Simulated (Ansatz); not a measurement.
# Pd: geometry relaxation

- system: Pd (Fm-3m, 1 atom in the cell)
- method: DFT LDA, scalar-relativistic, plane waves, PAW, no spin polarisation (Ansatz 0.2.0)

The structure derives from an entry of the Crystallography Open Database. Figures and captions count atoms from 1; the log counts them from 0 in places.

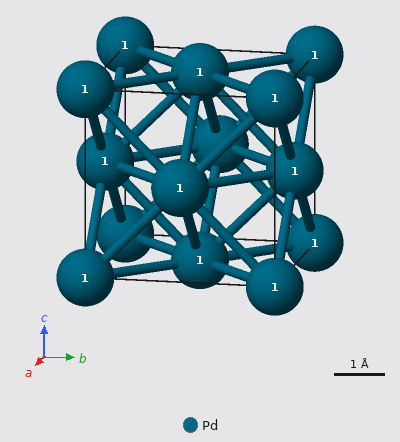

Figure 1. The structure as given in the input (ball-and-stick view of the cell 4 times as large as that of the calculation, set on its symmetry axes, seen slightly off an axis; atoms are numbered from 1 in the order of the input). Near neighbours in the crystal (not all of them lie inside the picture): Pd has 12 Pd at 2.75 Å.

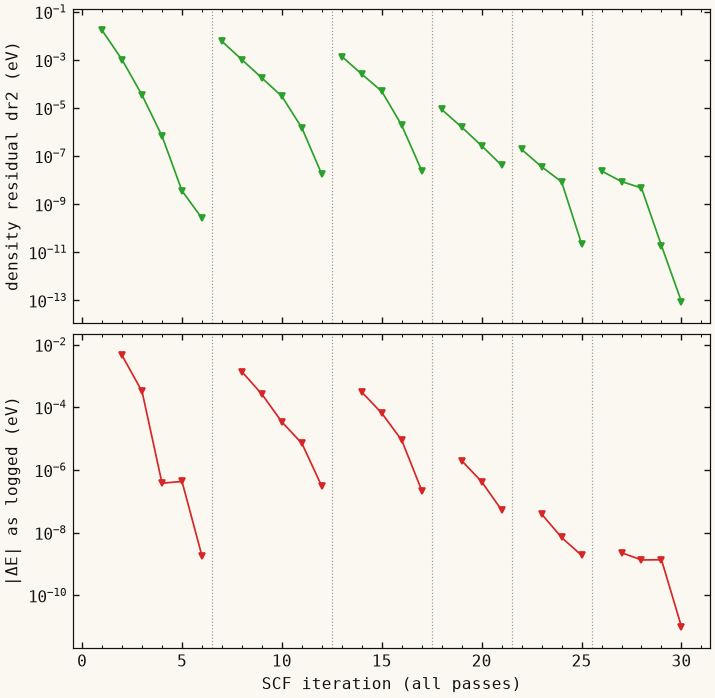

Figure 2. Convergence of the self-consistent field: density residual dr2 and size of the energy change against the SCF iteration. The dotted lines part the SCF passes of the relaxation: geometry steps, rejected trials and re-solves on a re-selected basis. The 6 passes take 4 to 6 iterations each, 30 in all.

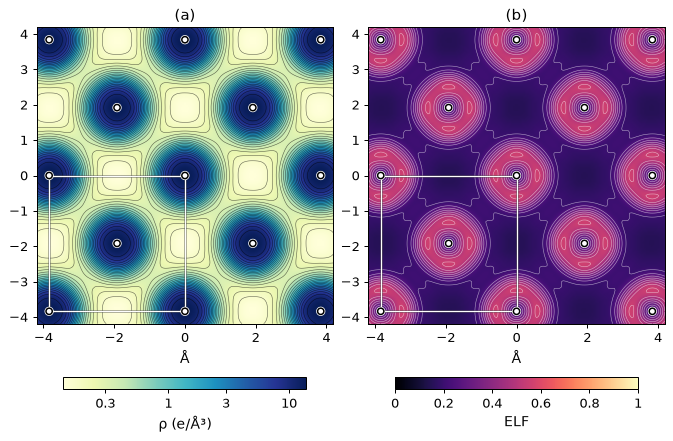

Figure 3. (a) valence electron density; (b) ELF on the (001) plane of the conventional cell. Circles mark the nuclei in the plane (Pd). The section cuts through Pd sites. Pd–Pd (2.71 Å): ρ at the midpoint is about 0.32 e/Å³; the ELF is about 0.20 at the midpoint (no shared electron pair). Away from the nuclei the density in this plane falls to 0.13 e/Å³ at its lowest. The strong features right at Pd lie inside the PAW spheres (semicore, d or f shells) and say nothing about bonding. In a PAW calculation such maps are meaningful between the atoms, not at the nuclei.

The input that produced these results follows, with the program's output.

### The input
```yaml
crystal:
  lattice:
    - [0.0, 1.9465, 1.9465]
    - [1.9465, 0.0, 1.9465]
    - [1.9465, 1.9465, 0.0]
  atoms:
    - { symbol: Pd, position: [0.0, 0.0, 0.0] }
basis:
  ecutwfc: 420
kpoints:
  mp_grid: { grid: [18, 18, 18] }
hamiltonian:
  xc: lda
scf:
  occupations: { method: gaussian, width: 0.1 }
output:
  forces: true
  stress: true
  eigenvalues: true
  write_density: true
  write_potential: true
  elf: true
  volumetric_format: npy
relax:
  adjacent_minimum: "off"
  f_tol: 0.005
  max_steps: 80
  cell: { stress_tol: 0.05 }
```

Command:
```bash
ansatz run input.yaml --threads 1 --pin off --max-ram 2560MiB --backend cpu --events-out ev --progress --plain --runs-dir out
```

### Log
```
Engine: ansatz 0.2.0, x86_64-unknown-linux-gnu
Pseudopotentials: kind: paw
Pseudopotential: Pd, paw, valence charge 18, recommended cutoff 420 eV (normal), Pd.paw.azcp
Functional definition: SPW92
  exchange = slater_x
  correlation = pw_c
Crystal: 1 atoms, lattice volume = 14.750 Å³
Basis set: ecut = 420 eV, 283 PW (Γ)
Bands: 13, of which v1, the nominal top of the filled ones, is band 9 counted from 1 (8 counted from 0)
Symmetry: 48 space group operations
Space group: Fm-3m (ITA 225), of the structure as read, at distance tolerance 2.5e-5 Å
k-points: 195 of 5832
Non-local potential: Pd, projectors of the file, l = 0: 2, l = 1: 2, l = 2: 2, l = 3: 1
PAW form: soft (Blöchl's): semilocal exchange-correlation on the pseudo side does not see the compensation charge
PAW frozen core: Pd, regenerated for the run's functional, and the local potential with it (the file was generated under x = pbe(κ = 0.804, μ = 0.2195149727645171), c = pbe(β = 0.06672455060314922))
PAW one-centre angular grid: Pd, 590 points (default); XC on 64 Gauss nodes
Initial density: superposition of atomic densities (neutral atoms: chi_scale 0, normalization atom), corrected by the library's trained network
Initial wavefunctions: pseudopotential atomic-orbital guess
Functional: x = slater, c = lda
SCF iter   1: F=—  HF=-6844.580952 eV  |F-HF|=—  |Δ(HF+E_count)|=         —  Δρ=1.25e-2  dr2=1.72e-2  ethr=1.77e-3  ⟨swp⟩=5.0  Hψ=14690  notcnv=0
preconditioner: auto → none  [metal: Δε(μ)=0.003 eV  Ē_g=14.150 eV  σ=0.100 eV  W_gap=0.02  n_scr=8 (ndim 8)  ℏωp=30.6 eV  f_vac=0.000  D(μ)=2.32/eV (n_scr^D=26)  sad-step TF]
SCF iter   2: F=—  HF=-6844.576400 eV  |F-HF|=—  |Δ(HF+E_count)|=   4.55e-3  Δρ=3.93e-3  dr2=1.03e-3  ethr=9.58e-5  ⟨swp⟩=1.0  Hψ=4102  notcnv=0
SCF iter   3: F=—  HF=-6844.576078 eV  |F-HF|=—  |Δ(HF+E_count)|=   3.21e-4  Δρ=1.01e-3  dr2=3.48e-5  ethr=5.71e-6  ⟨swp⟩=1.9  Hψ=3064  notcnv=0
SCF iter   4: F=—  HF=-6844.576078 eV  |F-HF|=—  |Δ(HF+E_count)|=   3.80e-7  Δρ=8.84e-5  dr2=6.86e-7  ethr=1.94e-7  ⟨swp⟩=2.2  Hψ=3837  notcnv=0
iter 5 did not close the SCF: its close was put off for the readings that it lacked (scf_convergence_deferred on its scf_iter line)
SCF iter   5: F=-6844.576078 eV  HF=-6844.576078 eV  |F-HF|=3.37e-9  |Δ(HF+E_count)|=   4.32e-7  Δρ=8.46e-6  dr2=3.62e-9  ethr=3.81e-9  ⟨swp⟩=2.0  Hψ=3962  notcnv=0
SCF iter   6: F=-6844.576078 eV  HF=-6844.576078 eV  |F-HF|=2.08e-10  |Δ(HF+E_count)|=   1.80e-9  Δρ=1.54e-6  dr2=2.63e-10  ethr=2.01e-11  ⟨swp⟩=3.8  Hψ=12218  notcnv=0
SCF 1 converged in 6 iterations: F = -6844.576078 eV  dr2 = 2.63e-10
  greatest PAW one-centre occupation: 0.998 electrons in one spin orbital (limit 2), on the Pd atom at site 0 (counted from 0), in its partial waves of l = 0
relax step   1: F+E_penalty+E_count = -6844.57607825 eV  Δ(F+E_penalty+E_count) = +0.000e0 eV  max|allowed force component| = 0.000e0 eV/Å  Δτ_max = 0.0000 Å  P = -8.522 GPa  Ω = 14.750 Å³  (6 SCF iters, dr2 threshold 1.00e-7 eV, accepted)
Crystal: 1 atoms, lattice volume = 13.658 Å³
Initial density: handed on by an earlier stage of this run
Initial wavefunctions: those handed on with the density
iter 1 solved again at ethr=3.35e-5 eV; its pass at ethr=3.10e-3 eV (dr2=6.03e-3 eV) is discarded
SCF iter   1: F=—  HF=-6844.582025 eV  |F-HF|=—  |Δ(HF+E_count)|=         —  Δρ=7.70e-3  dr2=5.99e-3  ethr=3.35e-5  ⟨swp⟩=1.0  Hψ=18465  notcnv=0
preconditioner: auto → none  [metal: Δε(μ)=0.012 eV  Ē_g=14.984 eV  σ=0.100 eV  W_gap=0.07  n_scr=0 (ndim 8)  ℏωp=31.8 eV  f_vac=0.000  D(μ)=2.07/eV (n_scr^D=26)]
SCF iter   2: F=—  HF=-6844.580652 eV  |F-HF|=—  |Δ(HF+E_count)|=   1.37e-3  Δρ=4.39e-3  dr2=1.03e-3  ethr=3.33e-5  ⟨swp⟩=2.0  Hψ=3402  notcnv=0
SCF iter   3: F=—  HF=-6844.580388 eV  |F-HF|=—  |Δ(HF+E_count)|=   2.63e-4  Δρ=1.63e-3  dr2=1.79e-4  ethr=5.73e-6  ⟨swp⟩=2.4  Hψ=3886  notcnv=0
SCF iter   4: F=—  HF=-6844.580354 eV  |F-HF|=—  |Δ(HF+E_count)|=   3.41e-5  Δρ=7.05e-4  dr2=3.10e-5  ethr=9.93e-7  ⟨swp⟩=1.0  Hψ=2535  notcnv=0
SCF iter   5: F=—  HF=-6844.580347 eV  |F-HF|=—  |Δ(HF+E_count)|=   7.11e-6  Δρ=1.55e-4  dr2=1.50e-6  ethr=1.72e-7  ⟨swp⟩=1.0  Hψ=2535  notcnv=0
SCF iter   6: F=-6844.580347 eV  HF=-6844.580347 eV  |F-HF|=5.25e-9  |Δ(HF+E_count)|=   3.00e-7  Δρ=1.68e-5  dr2=1.74e-8  ethr=5.56e-10  ⟨swp⟩=6.0  Hψ=13383  notcnv=0
SCF 2 converged in 6 iterations: F = -6844.580347 eV  dr2 = 1.74e-8
relax step   2: F+E_penalty+E_count = -6844.58034658 eV  Δ(F+E_penalty+E_count) = -4.268e-3 eV  max|allowed force component| = 0.000e0 eV/Å  Δτ_max = 0.0000 Å  P = +8.744 GPa  Ω = 13.658 Å³  energy of the carried Pulay correction = +2.069e-4 eV  (6 SCF iters, dr2 threshold 1.00e-7 eV, accepted)
Crystal: 1 atoms, lattice volume = 14.190 Å³
iter 1 solved again at ethr=6.20e-6 eV; its pass at ethr=3.10e-3 eV (dr2=1.12e-3 eV) is discarded
SCF iter   1: F=—  HF=-6844.593311 eV  |F-HF|=—  |Δ(HF+E_count)|=         —  Δρ=3.70e-3  dr2=1.40e-3  ethr=6.20e-6  ⟨swp⟩=1.4  Hψ=17096  notcnv=0
preconditioner: auto → none  [metal: Δε(μ)=0.005 eV  Ē_g=14.617 eV  σ=0.100 eV  W_gap=0.03  n_scr=8 (ndim 8)  ℏωp=31.2 eV  f_vac=0.000  D(μ)=2.22/eV (n_scr^D=26)]
SCF iter   2: F=—  HF=-6844.593004 eV  |F-HF|=—  |Δ(HF+E_count)|=   3.07e-4  Δρ=2.16e-3  dr2=2.60e-4  ethr=6.20e-6  ⟨swp⟩=2.0  Hψ=3427  notcnv=0
SCF iter   3: F=—  HF=-6844.592939 eV  |F-HF|=—  |Δ(HF+E_count)|=   6.53e-5  Δρ=7.84e-4  dr2=4.99e-5  ethr=1.45e-6  ⟨swp⟩=2.5  Hψ=3972  notcnv=0
SCF iter   4: F=—  HF=-6844.592930 eV  |F-HF|=—  |Δ(HF+E_count)|=   8.90e-6  Δρ=1.69e-4  dr2=1.92e-6  ethr=2.77e-7  ⟨swp⟩=1.0  Hψ=2535  notcnv=0
SCF iter   5: F=-6844.592930 eV  HF=-6844.592930 eV  |F-HF|=4.91e-9  |Δ(HF+E_count)|=   2.22e-7  Δρ=1.96e-5  dr2=2.45e-8  ethr=5.56e-10  ⟨swp⟩=6.0  Hψ=13420  notcnv=0
SCF 3 converged in 5 iterations: F = -6844.592930 eV  dr2 = 2.45e-8
relax step   3: F+E_penalty+E_count = -6844.59292981 eV  Δ(F+E_penalty+E_count) = -1.258e-2 eV  max|allowed force component| = 0.000e0 eV/Å  Δτ_max = 0.0000 Å  P = -0.729 GPa  Ω = 14.190 Å³  energy of the carried Pulay correction = +1.042e-4 eV  (5 SCF iters, dr2 threshold 1.00e-7 eV, accepted)
Crystal: 1 atoms, lattice volume = 14.147 Å³
iter 1 solved again at ethr=3.93e-8 eV; its pass at ethr=3.10e-3 eV (dr2=7.08e-6 eV) is discarded
SCF iter   1: F=—  HF=-6844.593044 eV  |F-HF|=—  |Δ(HF+E_count)|=         —  Δρ=2.83e-4  dr2=8.79e-6  ethr=3.93e-8  ⟨swp⟩=2.0  Hψ=16238  notcnv=0
preconditioner: auto → none  [metal: Δε(μ)=0.002 eV  Ē_g=14.634 eV  σ=0.100 eV  W_gap=0.01  n_scr=8 (ndim 8)  ℏωp=31.2 eV  f_vac=0.000  D(μ)=2.20/eV (n_scr^D=26)]
SCF iter   2: F=—  HF=-6844.593042 eV  |F-HF|=—  |Δ(HF+E_count)|=   1.99e-6  Δρ=1.66e-4  dr2=1.61e-6  ethr=3.93e-8  ⟨swp⟩=2.0  Hψ=3479  notcnv=0
SCF iter   3: F=—  HF=-6844.593042 eV  |F-HF|=—  |Δ(HF+E_count)|=   4.24e-7  Δρ=6.15e-5  dr2=2.71e-7  ethr=8.97e-9  ⟨swp⟩=2.5  Hψ=3962  notcnv=0
SCF iter   4: F=-6844.593042 eV  HF=-6844.593042 eV  |F-HF|=1.47e-8  |Δ(HF+E_count)|=   5.26e-8  Δρ=2.50e-5  dr2=4.18e-8  ethr=5.56e-10  ⟨swp⟩=6.0  Hψ=11415  notcnv=0
SCF 4 converged in 4 iterations: F = -6844.593042 eV  dr2 = 4.18e-8
relax step   4: F+E_penalty+E_count = -6844.59304157 eV  Δ(F+E_penalty+E_count) = -1.118e-4 eV  max|allowed force component| = 0.000e0 eV/Å  Δτ_max = 0.0000 Å  P = -0.053 GPa  Ω = 14.147 Å³  energy of the carried Pulay correction = +1.122e-4 eV  (4 SCF iters, dr2 threshold 1.00e-7 eV, accepted)
Crystal: 1 atoms, lattice volume = 14.144 Å³
iter 1 solved again at ethr=9.70e-10 eV; its pass at ethr=3.10e-3 eV (dr2=1.75e-7 eV) is discarded
SCF iter   1: F=—  HF=-6844.593043 eV  |F-HF|=—  |Δ(HF+E_count)|=         —  Δρ=4.73e-5  dr2=1.91e-7  ethr=9.70e-10  ⟨swp⟩=2.5  Hψ=16170  notcnv=0
preconditioner: auto → none  [metal: Δε(μ)=0.002 eV  Ē_g=14.638 eV  σ=0.100 eV  W_gap=0.01  n_scr=8 (ndim 8)  ℏωp=31.2 eV  f_vac=0.000  D(μ)=2.20/eV (n_scr^D=26)]
SCF iter   2: F=—  HF=-6844.593043 eV  |F-HF|=—  |Δ(HF+E_count)|=   3.95e-8  Δρ=2.68e-5  dr2=3.63e-8  ethr=9.70e-10  ⟨swp⟩=2.3  Hψ=3377  notcnv=0
SCF iter   3: F=—  HF=-6844.593043 eV  |F-HF|=—  |Δ(HF+E_count)|=   7.04e-9  Δρ=9.33e-6  dr2=8.61e-9  ethr=3.91e-11  ⟨swp⟩=6.1  Hψ=11484  notcnv=0
SCF iter   4: F=-6844.593043 eV  HF=-6844.593043 eV  |F-HF|=9.09e-12  |Δ(HF+E_count)|=   1.90e-9  Δρ=6.79e-7  dr2=2.26e-11  ethr=3.91e-11  ⟨swp⟩=6.0  Hψ=10908  notcnv=0
SCF 5 converged in 4 iterations: F = -6844.593043 eV  dr2 = 2.26e-11
relax step   5: F+E_penalty+E_count = -6844.59304277 eV  Δ(F+E_penalty+E_count) = -1.197e-6 eV  max|allowed force component| = 0.000e0 eV/Å  Δτ_max = 0.0000 Å  P = -0.000 GPa  Ω = 14.144 Å³  energy of the carried Pulay correction = +1.128e-4 eV  (4 SCF iters, dr2 threshold 7.04e-9 eV, accepted)
Initial wavefunctions: pseudopotential atomic-orbital guess (no wavefunctions were taken with the density)
iter 1 solved again at ethr=1.26e-8 eV; its pass at ethr=3.10e-3 eV (dr2=2.27e-6 eV) is discarded
SCF iter   1: F=—  HF=-6844.592927 eV  |F-HF|=—  |Δ(HF+E_count)|=         —  Δρ=3.43e-5  dr2=2.41e-8  ethr=1.26e-8  ⟨swp⟩=2.7  Hψ=20854  notcnv=0
preconditioner: auto → none  [metal: Δε(μ)=0.002 eV  Ē_g=14.639 eV  σ=0.100 eV  W_gap=0.01  n_scr=8 (ndim 8)  ℏωp=31.2 eV  f_vac=0.000  D(μ)=2.20/eV (n_scr^D=26)]
SCF iter   2: F=—  HF=-6844.592927 eV  |F-HF|=—  |Δ(HF+E_count)|=   2.30e-9  Δρ=1.67e-5  dr2=8.84e-9  ethr=1.34e-10  ⟨swp⟩=2.0  Hψ=4271  notcnv=0
SCF iter   3: F=—  HF=-6844.592927 eV  |F-HF|=—  |Δ(HF+E_count)|=   1.35e-9  Δρ=7.23e-6  dr2=4.74e-9  ethr=4.91e-11  ⟨swp⟩=2.0  Hψ=3498  notcnv=0
SCF iter   4: F=—  HF=-6844.592927 eV  |F-HF|=—  |Δ(HF+E_count)|=   1.37e-9  Δρ=7.97e-7  dr2=1.90e-11  ethr=2.64e-11  ⟨swp⟩=2.4  Hψ=3889  notcnv=0
SCF iter   5: F=-6844.592927 eV  HF=-6844.592927 eV  |F-HF|=0.00e0  |Δ(HF+E_count)|=  1.00e-11  Δρ=4.54e-8  dr2=8.90e-14  ethr=1.00e-12  ⟨swp⟩=4.3  Hψ=8759  notcnv=0
SCF 6 converged in 5 iterations: F = -6844.592927 eV  dr2 = 8.90e-14
relax step   6: F+E_penalty+E_count = -6844.59292698 eV  Δ(F+E_penalty+E_count) = +1.158e-4 eV  max|allowed force component| = 0.000e0 eV/Å  Δτ_max = 0.0000 Å  P = +0.007 GPa  Ω = 14.144 Å³  stress off target by 6.71e-3 GPa  SCF on the basis re-selected at this cell (its energy is not comparable with the rows above)  (5 SCF iters)
basis re-selected at this cell: Δ(F+E_penalty+E_count) = +1.158e-4 eV, ΔP = +0.007 GPa vs the last step (what re-selecting the basis moved, of the pressure what is left beyond the Pulay correction that the steps carried, after the strain that the cell walked since its last selection, with what the two solves' SCF thresholds leave and, on support functions, any second-order correction that the steps lacked; it is no measure of the basis error at this ecutwfc). This SCF's stress stands 6.71e-3 GPa from its target on what of the cell is left free (relax.cell.stress_tol is 5.00e-2 GPa) and its largest allowed force component is 0.00e0 eV/Å (relax.f_tol is 5.00e-3 eV/Å): within both
SCF converged after 5 iterations
Free energy (F): -6844.592927 eV
Harris-Foulkes:  -6844.592927 eV  (|F-HF|=0.00e0)
Internal energy: -6844.581909 eV  (E = F + TS)
E sigma→0 (E₀):  -6844.587418 eV
Entropy (-TS):   -0.011018 eV (-11.018 meV/atom)
Fermi energy:    20.614662 eV
--- Per-component energies (eV) ---
  E_band       = -124.437774
  E_kinetic    = 514.376482
  E_local      = -1693.178443  (includes V_loc(G=0)·N_el)
  E_nonlocal   = 222.754532
  E_hartree    = 687.686549
  E_xc         = -168.200624
  E_vxc        = -212.012567  (∫ρ·V_xc dr)
  E_paw        = -3622.704256  (= ΣΔE_a)
  E_vpaw       = -331.751074  (= ΣTr[D̂ρ^β])
  E_aug_tail   = 0.000189  (compensation charges beyond the density's cutoff)
  E_ewald      = -2785.997072
  E_core_change = 0.680734  (= ΣΔE_core)
  E_smearing   = -0.011018  (= −TS)
  E_closure    = 0.000000  (closes the sum)
  Σ components = -6844.592927   (vs F -6844.592927, Δ=0.00e0)
--- Forces (eV/Å), atoms counted from 1 ---
  atom   1  Pd    -0.00000000     0.00000000    -0.00000000
  max |Σ_I F_I| component: 1.64e-32 eV/Å
--- Stress (GPa, compression-positive) ---
        0.006706      -0.000000      -0.000000
       -0.000000       0.006706      -0.000000
       -0.000000      -0.000000       0.006706
  P = ⅓ Tr σ = 0.0067 GPa (0.067 kbar)
--- Band table (eV; the first three rows and the last of 195) ---
  k-point 0: bands = ["-63.5158", "-29.0337", "-29.0337", "-29.0337", "13.0097", "17.5406", "17.5406", "17.5406", "19.3007", "19.3007", "37.5966", "42.4685", "42.4685"]
  k-point 1: bands = ["-63.5137", "-29.0486", "-29.0358", "-29.0358", "13.1270", "17.4967", "17.5828", "17.5828", "19.2796", "19.2796", "37.7329", "41.7624", "42.6133"]
  k-point 2: bands = ["-63.5080", "-29.0915", "-29.0418", "-29.0418", "13.4654", "17.3872", "17.6930", "17.6930", "19.2350", "19.2350", "38.0619", "40.2765", "43.0307"]
  k-point 194: bands = ["-63.4267", "-29.3777", "-29.3296", "-29.2180", "15.9029", "16.5753", "17.3703", "19.2368", "20.9354", "28.9091", "30.4184", "31.1288", "32.5666"]
--- Relaxed structure (5 steps of the walk, 5 accepted, 1 SCFs on fresh bases) ---
  F+E_penalty+E_count = -6844.59292698 eV   max|allowed force component| = 0.000e0 eV/Å   (the final SCF, on the basis selected at the relaxed cell)
  cell:  # Å, volume = 14.1442 Å³
    - [1.8789169973301185e-34, 1.9194749043462833, 1.9194749043462833]
    - [1.9194749043462833, 1.2121426773131828e-34, 1.9194749043462833]
    - [1.9194749043462833, 1.9194749043462833, 1.1643721247046565e-34]
  atoms:
    - { symbol: Pd, position: [0.0, 0.0, 0.0] }
```

### Trajectory as extended XYZ (Å, eV, eV/Å), 6 frames, from step=1 to step=6
```
1
Lattice="0.0000 1.9465 1.9465 1.9465 0.0000 1.9465 1.9465 1.9465 0.0000" Properties=species:S:1:pos:R:3:forces:R:3 step=1 energy=-6844.57608 pressure_GPa=-8.52
Pd    0.0000    0.0000    0.0000    0.0000   0.0000   0.0000
1
Lattice="0.0000 1.8972 1.8972 1.8972 0.0000 1.8972 1.8972 1.8972 0.0000" Properties=species:S:1:pos:R:3:forces:R:3 step=2 energy=-6844.58035 pressure_GPa=8.74
Pd    0.0000    0.0000    0.0000    0.0000   0.0000   0.0000
1
Lattice="0.0000 1.9215 1.9215 1.9215 0.0000 1.9215 1.9215 1.9215 0.0000" Properties=species:S:1:pos:R:3:forces:R:3 step=3 energy=-6844.59293 pressure_GPa=-0.73
Pd    0.0000    0.0000    0.0000    0.0000   0.0000   0.0000
1
Lattice="0.0000 1.9196 1.9196 1.9196 0.0000 1.9196 1.9196 1.9196 0.0000" Properties=species:S:1:pos:R:3:forces:R:3 step=4 energy=-6844.59304 pressure_GPa=-0.05
Pd    0.0000    0.0000    0.0000    0.0000   0.0000   0.0000
1
Lattice="0.0000 1.9195 1.9195 1.9195 0.0000 1.9195 1.9195 1.9195 0.0000" Properties=species:S:1:pos:R:3:forces:R:3 step=5 energy=-6844.59304 pressure_GPa=-0.00
Pd    0.0000    0.0000    0.0000    0.0000   0.0000   0.0000
1
Lattice="0.0000 1.9195 1.9195 1.9195 0.0000 1.9195 1.9195 1.9195 0.0000" Properties=species:S:1:pos:R:3:forces:R:3 step=6 energy=-6844.59293 pressure_GPa=0.01
Pd    0.0000    0.0000    0.0000    0.0000   0.0000   0.0000
```

### Key numbers

```json
{"quantity": "outcome", "value": "converged"}
{"quantity": "space group (tolerance 0.01 Å)", "value": "Fm-3m (225)"}
{"quantity": "electrons treated", "value": "18"}
{"quantity": "free energy", "value": "−6844.5929 eV"}
{"quantity": "Fermi energy", "value": "20.615 eV"}
{"quantity": "gap on the k-point mesh", "value": "none (metallic)"}
{"quantity": "pressure", "value": "0.01 GPa"}
{"quantity": "final volume", "value": "14.14 Å³"}
{"quantity": "largest force (length of the vector) at the end", "value": "under 0.001 eV/Å"}
{"quantity": "final cell", "value": "a = 2.715 Å, b = 2.715 Å, c = 2.715 Å, α = 60.00°, β = 60.00°, γ = 60.00°"}
{"quantity": "hardware", "value": "1 thread of Intel Xeon (Granite Rapids), 128 GiB of memory available, shared host"}
{"quantity": "wall time", "value": "7.7 s"}
{"quantity": "peak memory", "value": "0.37 GiB"}
```
